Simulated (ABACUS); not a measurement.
**A series of single points on Te**

System: Te (P3₁21, 3 atoms in the cell).
Method: Kohn-Sham DFT of a periodic cell, PBEsol, PseudoDojo NC SR 0.4.1 PBEsol standard, no spin polarisation (ABACUS 3.10.1).

The 7 runs differ only in the geometry, by an even scaling of the cell at fixed fractional positions. The structure derives from an entry of the Crystallography Open Database.

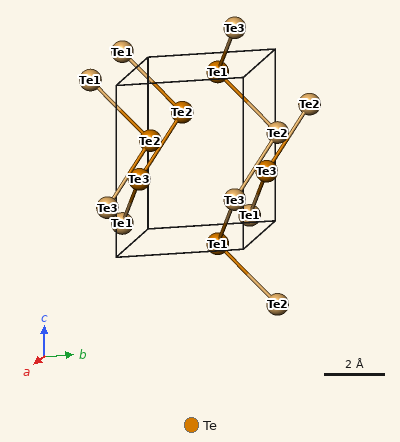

Figure 1. The structure of run 4 (ball-and-stick view of the cell of the calculation, seen slightly off an axis; neighbours outside the cell are drawn fainter; atoms are numbered from 1 in the order of the input). An atom can appear more than once, as a periodic image.

### The input of run 4
```
INPUT_PARAMETERS
suffix              Te
calculation         scf
basis_type          pw
pseudo_dir          ./
symmetry            1
dft_functional      pbesol
ecutwfc             83
pseudo_rcut         7
nspin               1
nbands              29
ks_solver           dav
smearing_method     fd
smearing_sigma      0.00367493
scf_thr             1e-08
scf_nmax            100
mixing_type         broyden
mixing_beta         0.7
cal_force           1
cal_stress          1
kpar                4
```

### File STRU of run 4
```
ATOMIC_SPECIES
Te 127.6000 Te.upf

LATTICE_CONSTANT
1.8897261246

LATTICE_VECTORS
4.4540000000 0.0000000000 0.0000000000
-2.2270000000 3.8572771485 0.0000000000
0.0000000000 0.0000000000 5.9240000000

ATOMIC_POSITIONS
Direct

Te
0.0
3
0.7310000000 0.7310000000 0.0000000000 1 1 1
0.0000000000 0.2690000000 0.6666666667 1 1 1
0.2690000000 0.0000000000 0.3333333333 1 1 1
```

### File KPT of run 4
```
K_POINTS
0
Gamma
7 7 5 0 0 0
```

Command:
```bash
OMP_NUM_THREADS=1 mpirun -np 4 abacus > log
```

Run 3 differs from it as follows:
```diff
-4.4540000000 0.0000000000 0.0000000000
--2.2270000000 3.8572771485 0.0000000000
-0.0000000000 0.0000000000 5.9240000000
+4.4241064818 0.0000000000 0.0000000000
+-2.2120532409 3.8313886024 0.0000000000
+0.0000000000 0.0000000000 5.8842404128
```

### Results, with one run withheld

```tsv
run	volume per atom (Å³)	free energy per atom, from the lowest run given (meV)	pressure (GPa)	gap on the mesh (eV)
1	31.890	10.36	2.61	0.56
2	32.568	1.99	1.33	0.57
3	33.247	?	?	?
4	33.925	0.00	−0.82	0.58
5	34.604	5.34	−1.73	0.59
6	35.282	14.30	−2.53	0.59
7	35.961	26.48	−3.25	0.59
```

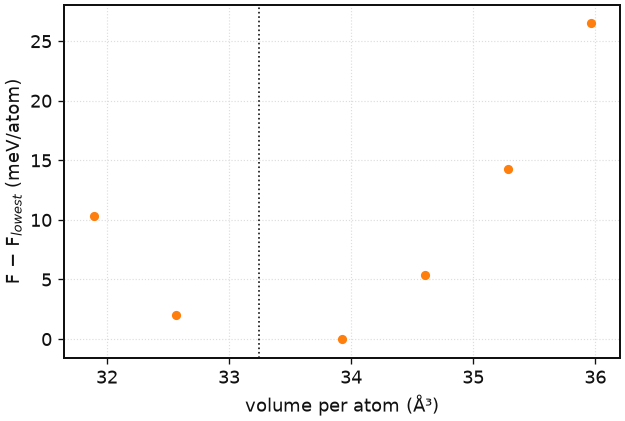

Figure 2. Free energy per atom of the runs given; the dotted line marks run 3.

Estimate the energy of run 3 from the others.

A cubic polynomial in V^(−2/3) (the Birch–Murnaghan form), fitted to the 6 runs given, misses them by at most 0.01 meV per atom. With x = V^(−2/3) − 0.09531 Å⁻², it reads F = 0.31768 − 2954 x + 1.2851e+06 x² + 4.533e+06 x³ (meV per atom). At run 3 it gives −1.28 meV per atom, and the run itself gives −1.28. The slope of the fit gives a pressure −dF/dV of 0.21 GPa there, and the run prints 0.19 GPa. The fit has its minimum at 33.383 Å³ per atom, where V d²F/dV² gives 51.6 GPa. Cell shape and fractional positions are held, so this is the stiffness under even scaling; the relaxed bulk modulus wasn't computed and can be far lower in a crystal of layers, chains or molecules like this one. The gap on the mesh goes, without turning, from 0.56 eV in run 1 to 0.59 eV in run 7; run 3 has 0.58 eV. These are gaps of this functional on this mesh, which can miss the band edges; they aren't the measured gap.

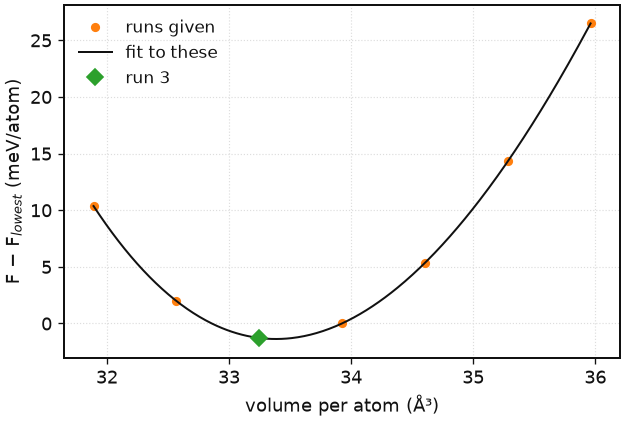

Figure 3. The fit and the withheld run.

### Some lines of the output (run 3)
```
[...]
                          Volume (Bohr^3) = 673.083
                             Volume (A^3) = 99.7405
 E_Fermi        0.6926596933         9.4241186037
 E_Fermi        0.6903745052         9.3930270251
 E_Fermi        0.6904633832         9.3942362721
 E_Fermi        0.6905183008         9.3949834645
 E_Fermi        0.6905666221         9.3956409094
 E_KS(sigma->0) -628.0726280659      -8545.3664995306
 E_Fermi        0.6905750471         9.3957555369
 final etot is -8545.3665612 eV
 EFERMI = 9.3957555369 eV
 TOTAL-PRESSURE: 1.924745 KBAR
 !FINAL_ETOT_IS -8545.3665611968917801 eV
```
